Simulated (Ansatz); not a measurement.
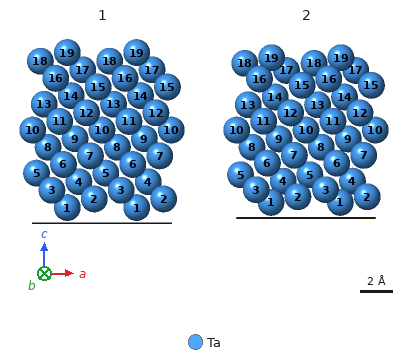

Two geometries of a slab of composition Ta (cut from the Im-3m phase), drawn at one scale. One is the start of a relaxation, the other its converged end. Style: spheres-only. Shown: the 2 × 1 repeat of the cell, outlined in the plane, without the vacuum (origin shifted), along the b axis.

The calculation used DFT PBE, scalar-relativistic, plane waves, PAW (Ansatz). Set-up: plane-wave cutoff 420 eV; k-point mesh 8 × 5 × 1; occupations gaussian; smearing width 0.1 eV; no spin polarisation; dipole correction; atoms relaxed in a fixed cell; force threshold 0.02 eV/Å; at most 60 steps.

Question: Which of the two is the end point?

Answer: Structure 2 is the relaxed one. The slab is the (2 2 1) face of Ta. After 4 geometry steps the energy has fallen by 0.967 eV per cell of the calculation. Largest force component: 2 eV/Å at the start, 0.018 eV/Å at the end. The largest moves, 0.34 Å, are those of Ta1 and Ta19. Ta1 goes at 12° to the normal (+c side). The lattice vectors keep their values. Near-neighbour distances that change, for instance: Ta15–Ta19 3.319 → 3.064 Å, Ta14–Ta19 2.874 → 2.623 Å, Ta17–Ta19 3.319 → 3.117 Å, Ta16–Ta18 3.319 → 3.159 Å. The run took 5.9 min on 8 threads of Arm Neoverse V1, on a shared host, peak memory 5.1 GiB.
